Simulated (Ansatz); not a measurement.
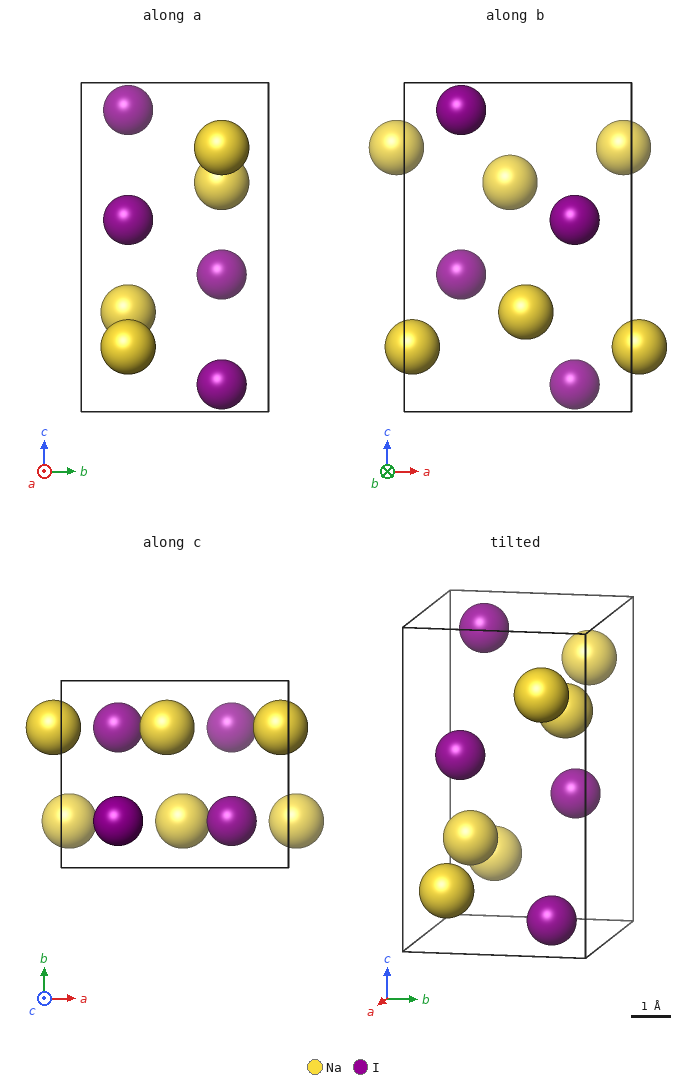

Shown here is a spheres-only view of the crystal, taken along the a axis, along the b axis, along the c axis and slightly off an axis. One conventional unit cell is outlined, and atoms on its boundary appear in each equivalent place.

Lattice parameters: a = 5.904 Å, b = 4.865 Å, c = 8.553 Å, α = 90.00°, β = 90.00°, γ = 90.00°. Put a along x and b in the xy plane.

Put the structure into a POSCAR file, with free fractional coordinates to two decimals.

```
Na I
1.0
     5.904    0.000    0.000
     0.000    4.865    0.000
     0.000    0.000    8.553
Na I
4 4
Direct
  0.04 0.25 0.20
  0.54 0.25 0.30
  0.47 0.75 0.70
  0.96 0.75 0.80
  0.25 0.25 0.92
  0.75 0.25 0.58
  0.25 0.75 0.42
  0.75 0.75 0.08
```

The geometry is that of a generated cell, made by putting these elements into a known structure type (the compound may or may not exist in this form), without relaxation. It was run through Ansatz as a DFT input.

At this level of theory the cell isn't at rest (compressed, at 4 GPa and forces up to 0.9 eV/Å), so its distances can differ from those at equilibrium, the more so the softer the solid.
